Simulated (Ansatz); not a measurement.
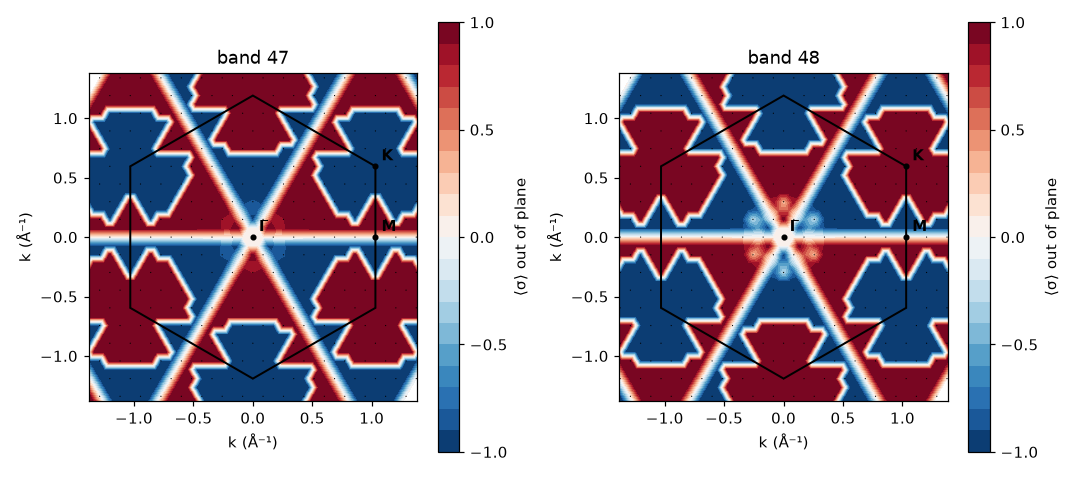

Spin texture of one free-standing Te₂Mo layer cut from the bulk crystal (space group of the slab cell P-6m2) in the plane k₃ = 0, seen along b₁ × b₂: arrows give the in-plane part of ⟨σ⟩, colours the part out of the plane.

Method: DFT PBE, spin-orbit coupling, plane waves, PAW; levels and slopes on a dense k mesh at the converged density (Ansatz). Non-magnetic. k mesh for the levels: 24×24×1. The geometry was not relaxed.

Question: Describe the spin texture.

Answer: Band 47 (conduction band): the spin expectation value has a mean length of 0.9, almost wholly out of the plane; its out-of-plane part is −1.0 at the labelled K point and +1.0 at the opposite point, so spin is locked to the valley. Band 48 (conduction band): the spin expectation value has a mean length of 0.8, almost wholly out of the plane; its out-of-plane part is +1.0 at the labelled K point and −1.0 at the opposite point, so spin is locked to the valley.

Question: Why are these bands spin-split?

Answer: The structure has no inversion centre, so spin-orbit coupling splits the pair at general k (symmetry can keep it degenerate on some lines and at time-reversal-invariant points), and the spin at −k is opposite to that at k. Bands 47 and 48 lie up to 0.11 eV apart in this plane.
